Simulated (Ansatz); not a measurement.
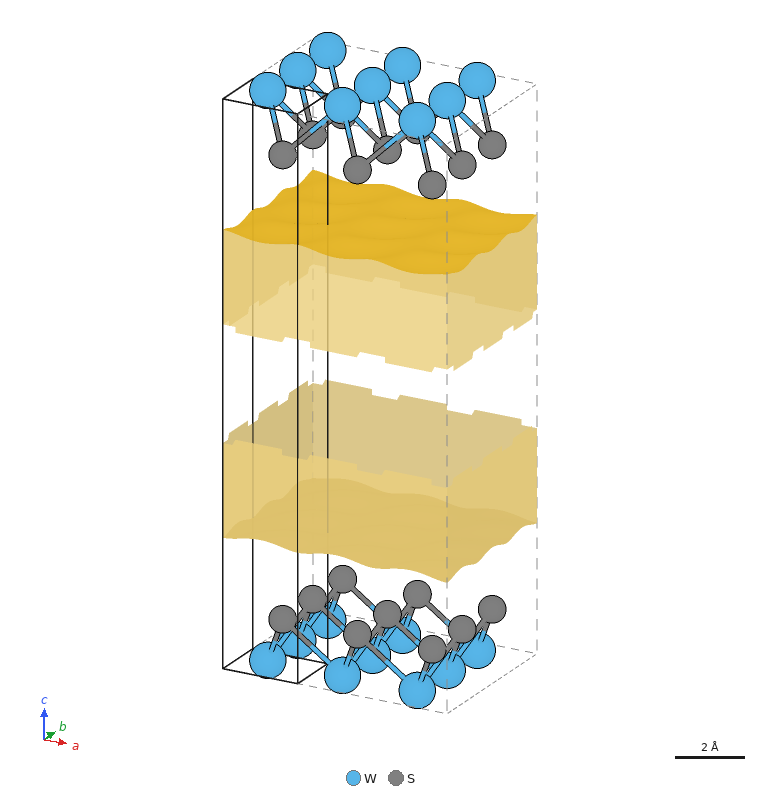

Crystal voids of WS2 (P-6m2): the yellow surface encloses the regions where the procrystal electron density, the sum of the densities of spherically averaged neutral Hartree-Fock atoms, is below 0.0003 e/bohr³ (3×3×1 cells, view slightly off an axis). No self-consistent density enters. Pale faces close the region where the drawn box cuts it. From Rb on the atoms have core potentials, so only their outer electrons count.

Origin of the cell: coordinates from a relaxation with DFT PBEsol, scalar-relativistic, plane waves, PAW (Ansatz).

```yaml
crystal:
  lattice:
    - [3.14576, 0.00000, 0.00000]
    - [-1.57288, 2.72431, 0.00000]
    - [0.00000, 0.00000, 16.93677]
  atoms:
    - { symbol: W, position: [0.33333, 0.66667, 0.00000] }
    - { symbol: S, position: [0.66667, 0.33333, 0.90749] }
    - { symbol: S, position: [0.66667, 0.33333, 0.09251] }
```

What share of the cell is void by this measure?

The voids take about 53 % of the cell (77 Å³ of 145.1 Å³) and are bounded by about 17 Å² of surface per cell.

What shape does the empty space take in three dimensions?

Where they connect, they form a two-dimensional network in layers parallel to (001).

How low does the density fall, and where?

To about 0 e/bohr³ near 0.00, 0.00, 0.43 (fractional), 6.0 Å from the nearest nucleus.

At what density do the voids first join through the crystal?

At about 0 e/bohr³, as isolated pockets that do not connect across cells.
